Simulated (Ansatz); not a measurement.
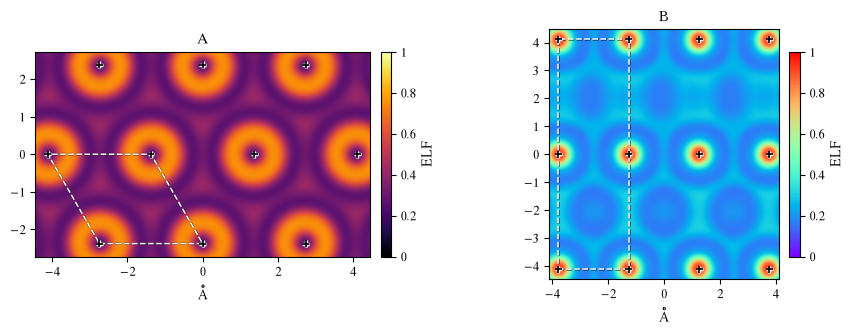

The electron localisation function of 2 systems, each on a plane through atoms (crosses mark nuclei in the plane).

The calculation used DFT PBEsol, scalar-relativistic, plane waves, PAW (Ansatz).

System 1: Mo, the (001) plane of the calculation cell. Space group P6/mmm; a structure from a database of computed crystals, not necessarily the ambient phase; computed without spin polarisation.

```
Mo
1.0
     2.74234    0.00000    0.00000
    -1.37117    2.37493    0.00000
     0.00000    0.00000    4.98414
Mo
2
Direct
  0.00000 0.00000 0.25000
  0.00000 0.00000 0.75000
```

System 2: Cu, the (001) plane of the conventional cell. Space group Pm; a structure from a database of computed crystals, not necessarily the ambient phase; changed on purpose from its base cell (atom 2 (Cu) moved by (-0.300, +0.000) A along x and y); not relaxed (largest force 0.5 eV/Å); computed without spin polarisation.

Question: Match each panel to its system.

Answer: Panel A is system 1, Mo: the plane holds Mo. Mo–Mo (2.74 Å): the ELF is about 0.30 at the midpoint. Panel B is system 2, Cu: the plane holds Cu. Cu–Cu (2.52 Å): the ELF is about 0.20 at the midpoint; no shared electron pair shows on this line.
